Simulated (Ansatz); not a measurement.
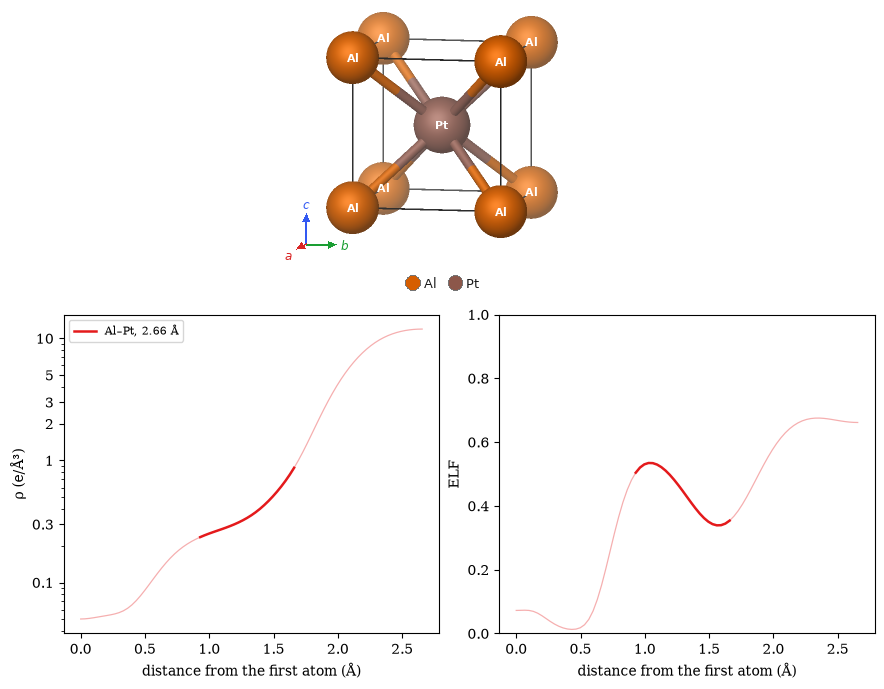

The picture shows: AlPt. Valence electron density and electron localisation function along straight lines between neighbouring atoms. Thin, pale parts lie inside the atomic spheres. The structure is drawn too.

Space group Pm-3m; a structure from a database of computed crystals, not necessarily the ambient phase; computed without spin polarisation.

Level of theory: DFT r2SCAN, scalar-relativistic, plane waves, PAW in Ansatz 0.2.0.

In a PAW calculation such maps are meaningful between the atoms, not at the nuclei.

**What can be read from the curves?**

Al–Pt (2.66 Å): ρ at the midpoint is about 0.36 e/Å³; the ELF is about 0.45 at the midpoint.
